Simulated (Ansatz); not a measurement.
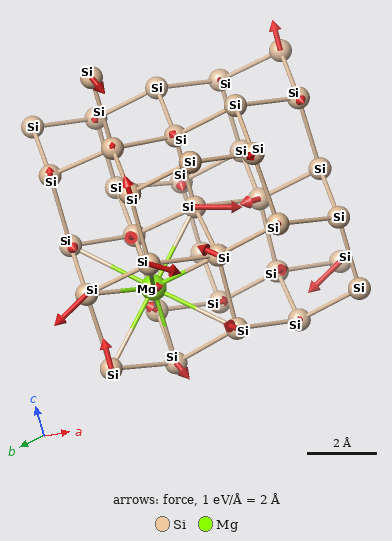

Starting geometry of a defect cell of composition MgSi$_{32}$ (cell charge +1) with the computed forces as red arrows. Style: ball-and-stick. Shown: the atoms within 5.8 Å of the atom that moves most (axes of the cell of the calculation), from a free direction.

Case: Mg interstitial, charge +1, atoms relaxed at the host's cell.

Method: Ansatz 0.2.0, DFT LDA, scalar-relativistic, plane waves, PAW. Settings: plane-wave cutoff 420 eV; k-point mesh 3 × 3 × 3; occupations gaussian; smearing width 0.02 eV; collinear spin; atoms relaxed in a fixed cell; force threshold 0.025 eV/Å; at most 45 steps.

> Is this structure relaxed? If not, where do the atoms go?

It isn't relaxed: the largest force vector, on a Si atom, is 0.70 eV/Å. The final displacements follow the starting forces only in part (cosine between the two patterns 0.80). The largest move is that of a Si atom, 0.053 Å along [2 −1 0]. Largest moves by element: Si 0.053 Å, Mg 0.010 Å. The lattice vectors keep their values. Among the contacts that change: Si–Si 2.470 → 2.413 Å, Si–Si 2.371 → 2.325 Å, Si–Si 2.373 → 2.412 Å, Mg–Si 2.770 → 2.739 Å. Among the angles between lasting bonds that change: Si–Si–Si 105.6° → 108.0°, Si–Si–Mg 177.6° → 179.9°, Si–Si–Si 109.1° → 106.8°. The energy falls by 75.3 meV per cell of the calculation in 2 accepted moves (3 points after the start). The largest force component goes from 0.65 to 0.0073 eV/Å. 1 step only repeated the SCF at the same geometry. The program noted that the starting moments weren't kept.

Limits of the set-up: the cell is charged, on a uniform background, and energies carry no finite-size correction.
